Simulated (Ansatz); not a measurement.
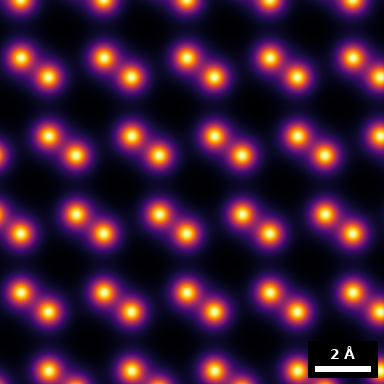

Integrated-DPC-like image of Ni (Fd-3m, No. 227). Simulated as the projected potential of neutral atoms (B = 0.5 Å²) blurred by a 0.51 Å probe, the thin-sample limit of integrated differential phase contrast. Model: the geometry relaxed with DFT, LDA (PW92), plane waves (420 eV) with PAW, scalar-relativistic (Ansatz 0.2.0); the starting structure was generated, so it need not be a known form of this composition.

```
CELL_PARAMETERS angstrom
4.93979 0.00000 0.00000
0.00000 4.93979 0.00000
0.00000 0.00000 4.93979
ATOMIC_POSITIONS crystal
Ni 0.75000 0.75000 0.75000
Ni 0.00000 0.50000 0.00000
Ni 0.75000 0.25000 0.25000
Ni 0.00000 0.00000 0.50000
Ni 0.25000 0.75000 0.25000
Ni 0.50000 0.50000 0.50000
Ni 0.25000 0.25000 0.75000
Ni 0.50000 0.00000 0.00000
```

Q: Which beam direction gives this image, [110], [211] or [210]? (Directions equivalent by symmetry count as one.)

A: [110]. The projected cells are 3.02 × 3.02 Å, 109° for [110]; 1.75 × 2.85 Å, 90° for [211]; 1.10 × 1.35 Å, 114° for [210], and the image repeats as the [110] one does.
